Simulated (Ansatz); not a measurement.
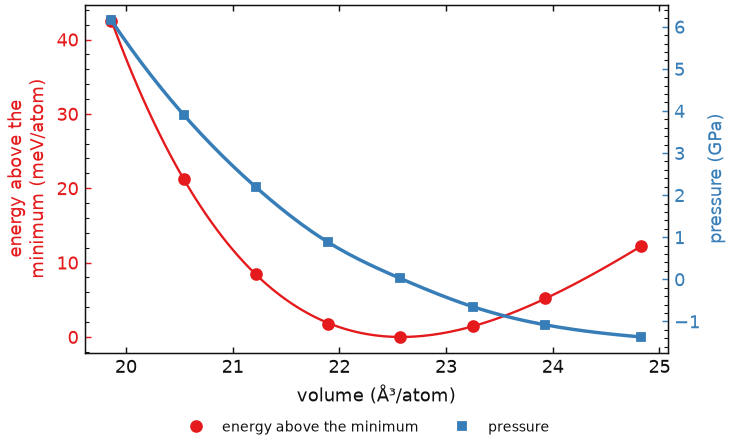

Plotted: energy above the minimum and pressure against volume for SnS₂, space group P-3m1 (No. 164).

Starting cell:
```xyz
3
Lattice="3.6686 0.0000 0.0000 -1.8343 3.1771 0.0000 0.0000 0.0000 5.8096" Properties=species:S:1:pos:R:3 pbc="T T T"
Sn    0.0000    0.0000    0.0000
S     0.0000    2.1181    1.4784
S     1.8343    1.0590    4.3313
```

Computed with Ansatz 0.2.0: third-order Birch-Murnaghan fit to density functional energies at scaled volumes of the given relaxed cell, shape and atoms relaxed at each volume; energies count from the fitted minimum; plane waves with PAW datasets, Γ-centred k mesh. Level: PBE with D3(BJ), no spin polarisation.

wave cutoff 420 eV; k mesh 9×9×6; occupations Gaussian; smearing width 0.02 eV.

How stiff is the solid, and where is its volume at rest?

A third-order Birch–Murnaghan fit gives V0 = 22.58 Å³/atom, B0 = 25.9 GPa.

Read off the course of the pressure.

It falls from 6.15 GPa at volume 19.863 Å³/atom to −1.37 GPa at 24.829 Å³/atom, and changes sign near 22.59 Å³/atom.

Limits of the calculation: odd k mesh can miss points on the zone edge; pressure derivative unusual.
